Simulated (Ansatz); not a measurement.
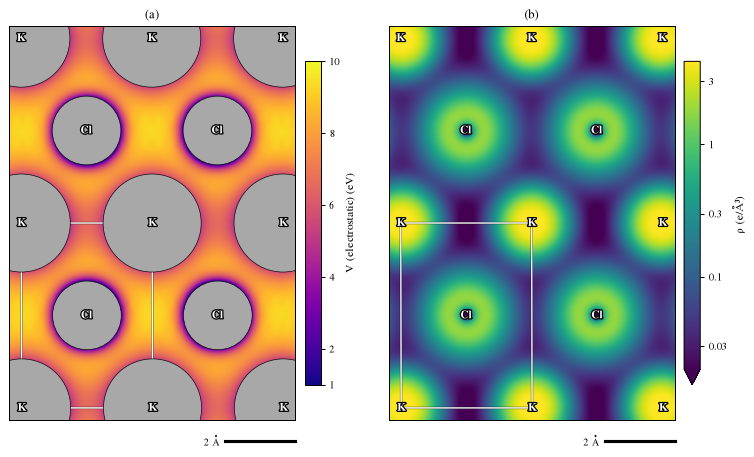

*KCl. (a) electrostatic potential energy of an electron; (b) valence pseudo-density on the (101) plane of the standardised cell. Grey discs cover the atomic cores in the potential map.*

Space group R-3m; a structure from a database of computed crystals, not necessarily the ambient phase; changed on purpose from its base cell (all atoms moved at random, cell strained at random, then relaxed).

Level of theory: Ansatz, DFT PBEsol, scalar-relativistic, plane waves, PAW.

The density is the valence pseudo-density of a PAW calculation; it isn't the true density close to the nuclei.

What does the map show?

- The section cuts through K and Cl sites.
- K–Cl (3.23 Å): ρ at the midpoint is about 0.08 e/Å³.
- Between the atoms the lowest density in this plane is 0.02 e/Å³.
- Outside the cores the potential energy rises away from the atoms and is highest about 1.9 Å from the nearest atoms; its zero is arbitrary.

Metal or insulator at this level of theory?

It is gapped, with a Kohn–Sham gap of 5.0 eV on the k-point mesh (the band edges may lie off the mesh, which would make the gap smaller).
